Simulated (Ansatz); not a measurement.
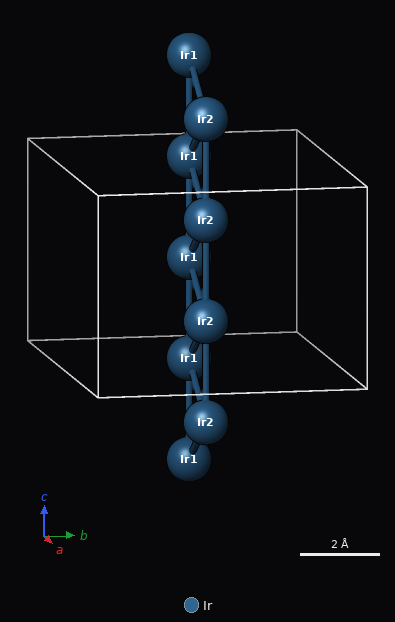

*The starting structure (ball-and-stick view of the 2 repeat of the cell, with the vacuum cut short, seen slightly off an axis; bonded neighbours outside the cell are drawn too; atoms are numbered from 1 in the order of the input).*

Near neighbours in the crystal (not all of them lie inside the picture): Ir has 4 Ir at 2.57 to 2.61 Å.

Geometry relaxation, with input and output: Ir (part 1 of 3)

The run: geometry relaxation of Ir (2 atoms in the cell). Method and program: DFT PBE, scalar-relativistic, plane waves, PAW, spin-polarised (Ansatz 0.2.0).

The structure derives from an entry of the Crystallography Open Database. It belongs to a series of runs on one base structure; here: strip chain of atoms. Figures and captions count atoms from 1; the log counts them from 0 in places.

## What the program printed
```
Engine: ansatz 0.2.0, aarch64-unknown-linux-gnu
Pseudopotentials: kind: paw
Pseudopotential: Ir, paw, valence charge 17, recommended cutoff 420 eV (normal), Ir.paw.azcp
Functional definition: PBE
  parameter kappa = 0.804
  parameter beta = 0.06672455060314922
  exchange = pbe_x(kappa = kappa, mu = beta*pi^2/3)
  correlation = pbe_c(beta = beta)
Crystal: 2 atoms, lattice volume = 271.969 Å³
Basis set: ecut = 420 eV, 5371 PW (Γ), exchange–correlation on 150×128×36 points (8 copies of the dense FFT grid, shifted against one another)
Bands: 23, of which v1, the nominal top of the filled ones, is band 17 counted from 1 (16 counted from 0)
Symmetry: 8 space group operations
Space group: Pmma (ITA 51), of the structure as read, at distance tolerance 6.5e-5 Å
Magnetic group: BNS 51.289 (UNI 387), of the structure as read, at distance tolerance 6.5e-5 Å
k-points: 13 of 25
Non-local potential: Ir, projectors of the file, l = 0: 3, l = 1: 2, l = 2: 2, l = 3: 1
PAW form: soft (Blöchl's): semilocal exchange-correlation on the pseudo side does not see the compensation charge
PAW one-centre angular grid: Ir, 590 points (default); XC on 64 Gauss nodes
Initial density: superposition of atomic densities (neutral atoms: chi_scale 0, normalization atom)
Starting moments: Σ|m| = 3 μB on 2 of 2 sites
Initial wavefunctions: pseudopotential atomic-orbital guess
Functional: x = pbe(κ = 0.804, μ = 0.2195149727645171), c = pbe(β = 0.06672455060314922)
SCF iter   1: F=—  HF=-23864.161924 eV  |F-HF|=—  |Δ(HF+E_count)|=         —  Δρ=1.08e-2 (↑9.25e-3 ↓1.08e-2)  dr2=1.83e0  dr2_m=7.88e-2  M=2.884 μB ∫|m|=2.888 μB  β_m=0.30  ethr=3.10e-3  ⟨swp⟩=6.7  Hψ=3047  notcnv=0
Mixer restart at iter 1: flushing history
preconditioner: auto → LDOS  [metal: Δε(μ)=0.005 eV  Ē_g=5.813 eV  σ=0.050 eV  W_gap=0.06  n_scr=30 (ndim 8)  ℏωp=9.6 eV  f_vac=0.727  D(μ)=5.01/eV (n_scr^D=30)]
spin=Collinear: LDOS preconditioning applied to the charge; magnetization (m = ρ↑ − ρ↓) channel mixes plain (no charge-response kernel on spin).
SCF iter   2: F=—  HF=-23864.192421 eV  |F-HF|=—  |Δ(HF+E_count)|=   3.05e-2  Δρ=6.61e-3 (↑6.05e-3 ↓6.61e-3)  dr2=4.27e-1  dr2_m=4.30e-2  M=2.942 μB ∫|m|=2.946 μB  β_m=0.43  ethr=3.10e-3  ⟨swp⟩=2.3  Hψ=1115  notcnv=0  defer=28
SCF iter   3: F=—  HF=-23864.405307 eV  |F-HF|=—  |Δ(HF+E_count)|=   2.13e-1  Δρ=2.83e-3 (↑2.83e-3 ↓2.42e-3)  dr2=3.66e-2  dr2_m=7.76e-3  M=2.955 μB ∫|m|=2.964 μB  β_m=0.65  ethr=1.26e-3  ⟨swp⟩=2.2  Hψ=945  notcnv=0  defer=28
SCF iter   4: F=—  HF=-23864.489756 eV  |F-HF|=—  |Δ(HF+E_count)|=         —  Δρ=7.96e-4 (↑7.84e-4 ↓7.96e-4)  dr2=5.79e-3  dr2_m=7.47e-4  M=2.949 μB ∫|m|=2.969 μB  β_m=0.65  ethr=1.08e-4  ⟨swp⟩=2.4  Hψ=1078  notcnv=0  defer=27
SCF iter   5: F=—  HF=-23864.491774 eV  |F-HF|=—  |Δ(HF+E_count)|=   2.02e-3  Δρ=4.35e-4 (↑4.35e-4 ↓2.98e-4)  dr2=4.86e-4  dr2_m=1.87e-4  M=2.973 μB ∫|m|=2.995 μB  β_m=0.79  ethr=1.70e-5  ⟨swp⟩=2.0  Hψ=977  notcnv=0  defer=27
SCF iter   6: F=—  HF=-23864.492944 eV  |F-HF|=—  |Δ(HF+E_count)|=   1.17e-3  Δρ=1.85e-4 (↑1.49e-4 ↓1.85e-4)  dr2=1.03e-4  dr2_m=4.49e-5  M=2.993 μB ∫|m|=3.016 μB  β_m=0.86  ethr=1.43e-6  ⟨swp⟩=2.1  Hψ=930  notcnv=0  defer=27
SCF iter   7: F=—  HF=-23864.493101 eV  |F-HF|=—  |Δ(HF+E_count)|=   1.58e-4  Δρ=9.84e-5 (↑9.74e-5 ↓9.84e-5)  dr2=1.32e-5  dr2_m=1.95e-5  M=3.007 μB ∫|m|=3.032 μB  β_m=0.93  ethr=3.02e-7  ⟨swp⟩=2.6  Hψ=1076  notcnv=0  defer=27
SCF iter   8: F=—  HF=-23864.493133 eV  |F-HF|=—  |Δ(HF+E_count)|=   3.16e-5  Δρ=6.45e-5 (↑3.71e-5 ↓6.45e-5)  dr2=9.62e-6  dr2_m=4.61e-6  M=3.016 μB ∫|m|=3.041 μB  β_m=0.87  ethr=3.90e-8  ⟨swp⟩=2.5  Hψ=1168  notcnv=0  defer=27
SCF iter   9: F=—  HF=-23864.493141 eV  |F-HF|=—  |Δ(HF+E_count)|=   8.44e-6  Δρ=2.85e-5 (↑2.07e-5 ↓2.85e-5)  dr2=1.18e-6  dr2_m=1.16e-6  M=3.021 μB ∫|m|=3.047 μB  β_m=0.93  ethr=2.83e-8  ⟨swp⟩=2.2  Hψ=924  notcnv=0  defer=27
SCF iter  10: F=—  HF=-23864.493143 eV  |F-HF|=—  |Δ(HF+E_count)|=   1.71e-6  Δρ=1.14e-5 (↑1.01e-5 ↓1.14e-5)  dr2=2.18e-7  dr2_m=2.32e-7  M=3.025 μB ∫|m|=3.051 μB  β_m=0.93  ethr=3.47e-9  ⟨swp⟩=2.8  Hψ=1121  notcnv=0  defer=27
SCF iter  11: F=—  HF=-23864.493143 eV  |F-HF|=—  |Δ(HF+E_count)|=   2.01e-7  Δρ=4.59e-6 (↑3.93e-6 ↓4.59e-6)  dr2=4.89e-8  dr2_m=3.63e-8  M=3.024 μB ∫|m|=3.050 μB  β_m=0.97  ethr=6.40e-10  ⟨swp⟩=2.2  Hψ=946  notcnv=0  defer=27
SCF iter  12: F=—  HF=-23864.493143 eV  |F-HF|=—  |Δ(HF+E_count)|=   1.87e-8  Δρ=7.30e-7 (↑5.67e-7 ↓7.30e-7)  dr2=1.19e-9  dr2_m=7.34e-10  M=3.024 μB ∫|m|=3.050 μB  β_m=0.98  ethr=1.44e-10  ⟨swp⟩=3.0  Hψ=1071  notcnv=0  defer=27
SCF iter  13: F=-23864.493143 eV  HF=-23864.493143 eV  |F-HF|=6.91e-11  |Δ(HF+E_count)|=  9.82e-11  Δρ=1.62e-7 (↑9.51e-8 ↓1.62e-7)  dr2=1.24e-10  dr2_m=1.27e-11  M=3.024 μB ∫|m|=3.050 μB  ethr=3.49e-12  ⟨swp⟩=10.6  Hψ=3690  notcnv=0
SCF 1 converged in 13 iterations: F = -23864.493143 eV  dr2 = 1.24e-10
  greatest PAW one-centre occupation: 1.001 electrons in one spin orbital (limit 2), on the Ir atom at site 1 (counted from 0), in its partial waves of l = 1
relax step   1: F+E_penalty+E_count = -23864.49314327 eV  Δ(F+E_penalty+E_count) = +0.000e0 eV  max|allowed force component| = 1.451e0 eV/Å  Δτ_max = 0.0000 Å  P = -1.641 GPa  Ω = 271.969 Å³  fix = [a, b, alpha, beta, gamma]  reactions: a -1.890, b -0.006 GPa  (13 SCF iters, dr2 threshold 1.00e-7 eV, accepted)
Crystal: 2 atoms, lattice volume = 259.509 Å³
Basis set: ecut = 420 eV, 5075 PW (Γ), exchange–correlation on 150×128×36 points (8 copies of the dense FFT grid, shifted against one another)
Initial density: handed on by an earlier stage of this run
Starting moments: Σ|m| = 3 μB on 2 of 2 sites; this step starts from the density that it was given
Initial wavefunctions: those handed on with the density
iter 1 solved again at ethr=3.21e-4 eV; its pass at ethr=3.10e-3 eV (dr2=1.09e-1 eV) is discarded
SCF iter   1: F=—  HF=-23864.477370 eV  |F-HF|=—  |Δ(HF+E_count)|=         —  Δρ=6.63e-3 (↑6.63e-3 ↓6.50e-3)  dr2=1.12e-1  dr2_m=8.41e-2  M=2.472 μB ∫|m|=2.492 μB  β_m=0.30  ethr=3.21e-4  ⟨swp⟩=1.4  Hψ=3396  notcnv=0
preconditioner: auto → Resta (q_TF=auto, 1.944 Å⁻¹)  ε∞=3.3  [insulator: Δε(μ)=0.085 eV  Ē_g=6.427 eV  σ=0.050 eV  W_gap=0.51  n_scr=30 (ndim 8)  ℏωp=9.8 eV  f_vac=0.747  D(μ)=5.61/eV (n_scr^D=30)  ε∞_Penn≈3.3  vacuum switching on, ρ_ref=3.0e-3 e/Å³]
spin=Collinear: Resta preconditioning applied to the charge; magnetization (m = ρ↑ − ρ↓) channel mixes plain (no charge-response kernel on spin).
SCF iter   2: F=—  HF=-23864.460853 eV  |F-HF|=—  |Δ(HF+E_count)|=   1.65e-2  Δρ=4.79e-3 (↑4.79e-3 ↓4.47e-3)  dr2=2.40e-2  dr2_m=4.43e-2  M=2.465 μB ∫|m|=2.485 μB  β_m=0.54  ethr=3.21e-4  ⟨swp⟩=2.8  Hψ=962  notcnv=0
preconditioner: auto → LDOS  [metal: Δε(μ)=0.065 eV  Ē_g=6.408 eV  σ=0.050 eV  W_gap=0.49  n_scr=30 (ndim 8)  ℏωp=9.8 eV  f_vac=0.746  D(μ)=5.88/eV (n_scr^D=30)]
spin=Collinear: LDOS preconditioning applied to the charge; magnetization (m = ρ↑ − ρ↓) channel mixes plain (no charge-response kernel on spin).
SCF iter   3: F=—  HF=-23864.466049 eV  |F-HF|=—  |Δ(HF+E_count)|=   5.20e-3  Δρ=1.66e-3 (↑1.66e-3 ↓1.33e-3)  dr2=1.45e-3  dr2_m=4.72e-3  M=2.403 μB ∫|m|=2.422 μB  β_m=0.68  ethr=7.05e-5  ⟨swp⟩=2.0  Hψ=988  notcnv=0
SCF iter   4: F=—  HF=-23864.467246 eV  |F-HF|=—  |Δ(HF+E_count)|=   1.20e-3  Δρ=5.61e-4 (↑5.61e-4 ↓5.46e-4)  dr2=4.61e-4  dr2_m=5.42e-4  M=2.330 μB ∫|m|=2.348 μB  β_m=0.84  ethr=4.28e-6  ⟨swp⟩=2.0  Hψ=1111  notcnv=0  defer=2
SCF iter   5: F=—  HF=-23864.467760 eV  |F-HF|=—  |Δ(HF+E_count)|=   5.14e-4  Δρ=2.02e-4 (↑2.02e-4 ↓1.61e-4)  dr2=8.56e-5  dr2_m=6.20e-5  M=2.272 μB ∫|m|=2.288 μB  β_m=0.90  ethr=1.36e-6  ⟨swp⟩=2.3  Hψ=1171  notcnv=0  defer=2
SCF iter   6: F=—  HF=-23864.467830 eV  |F-HF|=—  |Δ(HF+E_count)|=   7.02e-5  Δρ=1.26e-4 (↑1.24e-4 ↓1.26e-4)  dr2=1.30e-5  dr2_m=3.17e-5  M=2.246 μB ∫|m|=2.262 μB  β_m=0.95  ethr=2.52e-7  ⟨swp⟩=2.5  Hψ=1182  notcnv=0  defer=2
SCF iter   7: F=—  HF=-23864.467853 eV  |F-HF|=—  |Δ(HF+E_count)|=   2.32e-5  Δρ=6.25e-5 (↑5.13e-5 ↓6.25e-5)  dr2=5.50e-6  dr2_m=7.10e-6  M=2.225 μB ∫|m|=2.241 μB  β_m=0.97  ethr=3.81e-8  ⟨swp⟩=2.7  Hψ=1209  notcnv=0  defer=2
SCF iter   8: F=—  HF=-23864.467860 eV  |F-HF|=—  |Δ(HF+E_count)|=   7.11e-6  Δρ=4.55e-5 (↑4.55e-5 ↓3.33e-5)  dr2=1.05e-6  dr2_m=3.42e-6  M=2.206 μB ∫|m|=2.221 μB  β_m=0.99  ethr=1.62e-8  ⟨swp⟩=2.1  Hψ=1093  notcnv=0  defer=2
SCF iter   9: F=—  HF=-23864.467866 eV  |F-HF|=—  |Δ(HF+E_count)|=   5.69e-6  Δρ=3.57e-5 (↑3.22e-5 ↓3.57e-5)  dr2=2.56e-7  dr2_m=2.63e-6  M=2.186 μB ∫|m|=2.201 μB  β_m=0.55  ethr=3.08e-9  ⟨swp⟩=3.0  Hψ=1272  notcnv=0  defer=2
SCF iter  10: F=—  HF=-23864.467878 eV  |F-HF|=—  |Δ(HF+E_count)|=         —  Δρ=6.75e-5 (↑6.75e-5 ↓6.02e-5)  dr2=6.00e-7  dr2_m=9.40e-6  M=2.157 μB ∫|m|=2.172 μB  β_m=0.99  ethr=7.54e-10  ⟨swp⟩=4.7  Hψ=1671  notcnv=0  defer=2
Mixer restart at iter 10: flushing history
SCF iter  11: F=—  HF=-23864.467882 eV  |F-HF|=—  |Δ(HF+E_count)|=   3.74e-6  Δρ=6.95e-5 (↑6.95e-5 ↓6.45e-5)  dr2=1.04e-6  dr2_m=9.94e-6  M=2.151 μB ∫|m|=2.166 μB  β_m=1.00  ethr=7.54e-10  ⟨swp⟩=2.9  Hψ=1130  notcnv=0  defer=2
SCF iter  12: F=—  HF=-23864.467886 eV  |F-HF|=—  |Δ(HF+E_count)|=         —  Δρ=8.09e-5 (↑8.09e-5 ↓7.23e-5)  dr2=1.50e-6  dr2_m=1.29e-5  M=2.145 μB ∫|m|=2.160 μB  β_m=1.00  ethr=7.54e-10  ⟨swp⟩=2.0  Hψ=1047  notcnv=0  defer=2
Mixer restart at iter 12: flushing history
SCF iter  13: F=—  HF=-23864.467894 eV  |F-HF|=—  |Δ(HF+E_count)|=         —  Δρ=1.02e-4 (↑1.02e-4 ↓9.11e-5)  dr2=2.39e-6  dr2_m=2.04e-5  M=2.136 μB ∫|m|=2.151 μB  β_m=1.00  ethr=7.54e-10  ⟨swp⟩=3.2  Hψ=1240  notcnv=0  defer=2
Mixer restart at iter 13: flushing history
SCF iter  14: F=—  HF=-23864.467910 eV  |F-HF|=—  |Δ(HF+E_count)|=         —  Δρ=1.40e-4 (↑1.40e-4 ↓1.23e-4)  dr2=5.03e-6  dr2_m=3.77e-5  M=2.123 μB ∫|m|=2.137 μB  β_m=1.00  ethr=7.54e-10  ⟨swp⟩=3.0  Hψ=1244  notcnv=0  defer=2
Mixer restart at iter 14: flushing history
SCF iter  15: F=—  HF=-23864.467939 eV  |F-HF|=—  |Δ(HF+E_count)|=         —  Δρ=1.92e-4 (↑1.92e-4 ↓1.73e-4)  dr2=8.74e-6  dr2_m=7.29e-5  M=2.104 μB ∫|m|=2.119 μB  β_m=1.00  ethr=7.54e-10  ⟨swp⟩=3.0  Hψ=1295  notcnv=0  defer=2
Mixer restart at iter 15: flushing history
SCF iter  16: F=—  HF=-23864.467997 eV  |F-HF|=—  |Δ(HF+E_count)|=         —  Δρ=2.76e-4 (↑2.76e-4 ↓2.47e-4)  dr2=1.84e-5  dr2_m=1.50e-4  M=2.078 μB ∫|m|=2.093 μB  β_m=1.00  ethr=7.54e-10  ⟨swp⟩=3.2  Hψ=1309  notcnv=0  defer=2
Mixer restart at iter 16: flushing history
SCF iter  17: F=—  HF=-23864.468127 eV  |F-HF|=—  |Δ(HF+E_count)|=         —  Δρ=4.12e-4 (↑4.12e-4 ↓3.70e-4)  dr2=4.24e-5  dr2_m=3.34e-4  M=2.038 μB ∫|m|=2.053 μB  β_m=1.00  ethr=7.54e-10  ⟨swp⟩=4.7  Hψ=1686  notcnv=0  defer=2
Mixer restart at iter 17: flushing history
SCF iter  18: F=—  HF=-23864.468362 eV  |F-HF|=—  |Δ(HF+E_count)|=         —  Δρ=5.55e-4 (↑5.55e-4 ↓4.98e-4)  dr2=8.78e-5  dr2_m=5.98e-4  M=1.985 μB ∫|m|=2.000 μB  β_m=1.00  ethr=7.54e-10  ⟨swp⟩=4.0  Hψ=1665  notcnv=0  defer=2
Mixer restart at iter 18: flushing history
SCF iter  19: F=—  HF=-23864.468694 eV  |F-HF|=—  |Δ(HF+E_count)|=         —  Δρ=6.45e-4 (↑6.45e-4 ↓5.91e-4)  dr2=1.54e-4  dr2_m=7.90e-4  M=1.924 μB ∫|m|=1.938 μB  β_m=1.00  ethr=7.54e-10  ⟨swp⟩=4.0  Hψ=1704  notcnv=0  defer=2
Mixer restart at iter 19: flushing history
SCF iter  20: F=—  HF=-23864.469071 eV  |F-HF|=—  |Δ(HF+E_count)|=   3.77e-4  Δρ=6.43e-4 (↑6.43e-4 ↓6.05e-4)  dr2=2.01e-4  dr2_m=7.72e-4  M=1.863 μB ∫|m|=1.876 μB  β_m=1.00  ethr=7.54e-10  ⟨swp⟩=4.0  Hψ=1761  notcnv=0  defer=2
SCF iter  21: F=—  HF=-23864.469023 eV  |F-HF|=—  |Δ(HF+E_count)|=   4.82e-5  Δρ=6.42e-4 (↑6.42e-4 ↓6.03e-4)  dr2=2.00e-4  dr2_m=7.71e-4  M=1.870 μB ∫|m|=1.884 μB  β_m=1.00  ethr=7.54e-10  ⟨swp⟩=3.0  Hψ=1233  notcnv=0  defer=2
SCF iter  22: F=—  HF=-23864.469015 eV  |F-HF|=—  |Δ(HF+E_count)|=   7.73e-6  Δρ=6.31e-4 (↑6.31e-4 ↓6.01e-4)  dr2=1.93e-4  dr2_m=7.49e-4  M=1.870 μB ∫|m|=1.884 μB  β_m=0.14  ethr=7.54e-10  ⟨swp⟩=3.0  Hψ=1290  notcnv=0  defer=2
SCF iter  23: F=—  HF=-23864.469094 eV  |F-HF|=—  |Δ(HF+E_count)|=         —  Δρ=6.66e-4 (↑6.66e-4 ↓6.54e-4)  dr2=2.53e-4  dr2_m=8.35e-4  M=1.859 μB ∫|m|=1.873 μB  β_m=1.00  ethr=7.54e-10  ⟨swp⟩=3.3  Hψ=1234  notcnv=0  defer=2
Mixer restart at iter 23: flushing history
SCF iter  24: F=—  HF=-23864.469477 eV  |F-HF|=—  |Δ(HF+E_count)|=   3.83e-4  Δρ=5.89e-4 (↑5.89e-4 ↓5.84e-4)  dr2=1.97e-4  dr2_m=6.60e-4  M=1.803 μB ∫|m|=1.815 μB  β_m=0.14  ethr=7.54e-10  ⟨swp⟩=4.0  Hψ=1747  notcnv=0  defer=2
SCF iter  25: F=—  HF=-23864.469932 eV  |F-HF|=—  |Δ(HF+E_count)|=   4.54e-4  Δρ=6.06e-4 (↑5.91e-4 ↓6.06e-4)  dr2=2.48e-4  dr2_m=6.71e-4  M=1.739 μB ∫|m|=1.750 μB  β_m=0.08  ethr=7.54e-10  ⟨swp⟩=4.0  Hψ=1737  notcnv=0  defer=2
SCF iter  26: F=—  HF=-23864.470492 eV  |F-HF|=—  |Δ(HF+E_count)|=   5.61e-4  Δρ=4.78e-4 (↑4.48e-4 ↓4.78e-4)  dr2=1.74e-4  dr2_m=3.90e-4  M=1.643 μB ∫|m|=1.654 μB  β_m=0.07  ethr=7.54e-10  ⟨swp⟩=5.2  Hψ=1973  notcnv=0  defer=2
SCF iter  27: F=—  HF=-23864.471175 eV  |F-HF|=—  |Δ(HF+E_count)|=   6.83e-4  Δρ=5.13e-4 (↑5.13e-4 ↓4.74e-4)  dr2=2.09e-4  dr2_m=4.56e-4  M=1.515 μB ∫|m|=1.524 μB  β_m=0.18  ethr=7.54e-10  ⟨swp⟩=5.0  Hψ=1919  notcnv=0  defer=4
SCF iter  28: F=—  HF=-23864.471507 eV  |F-HF|=—  |Δ(HF+E_count)|=   3.31e-4  Δρ=1.50e-3 (↑1.50e-3 ↓1.09e-3)  dr2=2.40e-3  dr2_m=2.38e-3  M=1.101 μB ∫|m|=1.108 μB  β_m=0.16  ethr=7.54e-10  ⟨swp⟩=6.0  Hψ=2412  notcnv=0  defer=8  recentre
SCF iter  29: F=—  HF=-23864.472049 eV  |F-HF|=—  |Δ(HF+E_count)|=   5.42e-4  Δρ=8.37e-4 (↑8.37e-4 ↓5.27e-4)  dr2=7.17e-4  dr2_m=8.98e-4  M=1.300 μB ∫|m|=1.307 μB  β_m=0.18  ethr=7.54e-10  ⟨swp⟩=5.1  Hψ=2121  notcnv=0  defer=15
SCF iter  30: F=—  HF=-23864.472075 eV  |F-HF|=—  |Δ(HF+E_count)|=   2.59e-5  Δρ=9.47e-4 (↑9.47e-4 ↓6.75e-4)  dr2=8.46e-4  dr2_m=1.15e-3  M=1.236 μB ∫|m|=1.243 μB  β_m=0.11  ethr=7.54e-10  ⟨swp⟩=4.0  Hψ=1774  notcnv=0  defer=16
SCF iter  31: F=—  HF=-23864.472069 eV  |F-HF|=—  |Δ(HF+E_count)|=   6.16e-6  Δρ=8.01e-4 (↑8.01e-4 ↓5.57e-4)  dr2=5.38e-4  dr2_m=8.88e-4  M=1.292 μB ∫|m|=1.299 μB  β_m=0.03  ethr=7.54e-10  ⟨swp⟩=4.0  Hψ=1726  notcnv=0  defer=15
```
